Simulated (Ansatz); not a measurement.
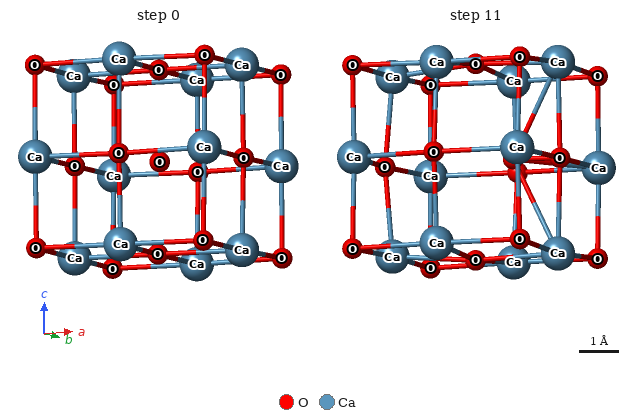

The structure of a defect cell of composition O$_{33}$Ca$_{31}$ (cell charge +2) before (left) and after (right) a relaxation, at one scale.

The picture is a ball-and-stick view of the atoms within 4.2 Å of the atom that moves most (axes of the cell of the calculation (origin shifted)), seen from a free direction.

The atoms of the start lie slightly off their symmetric places, so part of the fall in energy undoes that.

Method: DFT, PBEsol, PAW, plane waves (Ansatz 0.2.0). (plane-wave cutoff 420 eV; k-point mesh 1 × 1 × 1; mesh shifted by (0.25, 0.25, 0.25); collinear spin; atoms relaxed in a fixed cell; force threshold 0.03 eV/Å; at most 80 steps)

What changed between the two?

The energy falls by 2.751 eV per cell of the calculation in 11 geometry steps. The largest force component goes from 0.73 to 0.0084 eV/Å. The atom that moves furthest is an O atom (1.03 Å along +a). Largest moves by element: O 1.03 Å, Ca 0.11 Å. The cell doesn't change. Some distances before and after: O–O 2.376 → 1.345 Å, Ca–O 3.354 → 2.765 Å, Ca–O 3.379 → 2.810 Å, Ca–O 3.347 → 2.777 Å. New bonds form, among them: Ca–O (3.35 → 2.76 Å), Ca–O (3.35 → 2.78 Å), Ca–O (3.38 → 2.81 Å), O–O (2.38 → 1.35 Å). The program noted that the starting moments weren't kept.

Limits of the set-up: the cell is charged, on a uniform background, and energies carry no finite-size correction.
